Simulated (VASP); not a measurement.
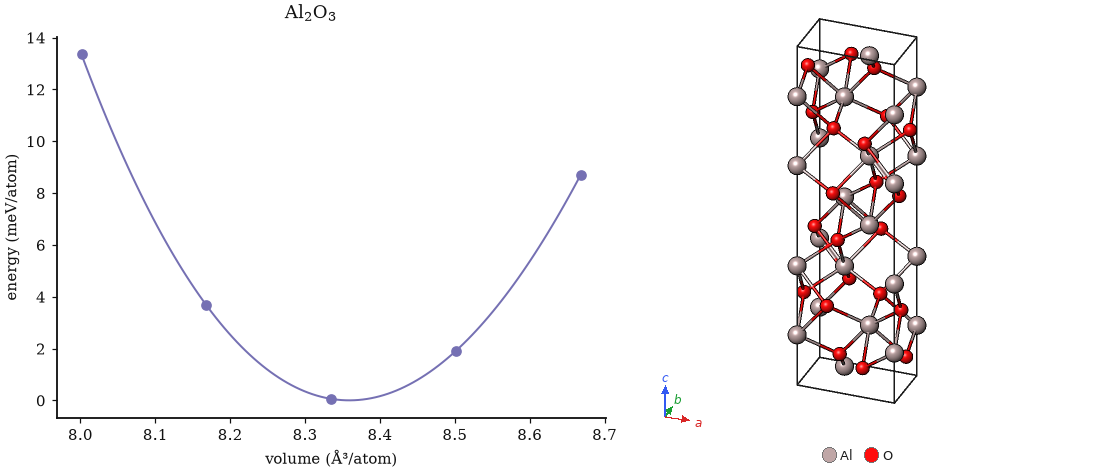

Plotted: energy against volume for Al₂O₃, space group R-3c (No. 167). The conventional cell is drawn beside the plot.

Cell as given: a = 5.093 Å, b = 5.093 Å, c = 5.093 Å, α = 55.37°, β = 55.37°, γ = 55.37°; 10 atoms.

Method: plane-wave DFT, no spin polarisation; energies at scaled volumes of the given cell, shape and fractions fixed, counted from the fit's minimum, third-order Birch-Murnaghan fit (VASP 6.6.1). Level: LDA.

k mesh 6×6×6; occupations Gaussian; smearing width 0.02 eV; potentials VASP PAW LDA potentials, recommended; wave cutoff 520 eV.

What equilibrium volume and bulk modulus follow from the curve?

A third-order Birch–Murnaghan fit gives V0 = 8.36 Å³/atom, B0 = 260 GPa and B′ = 4.1.

Caveats: shape and atomic fractions are frozen while scaling, which makes layered, chain and framework solids too stiff.
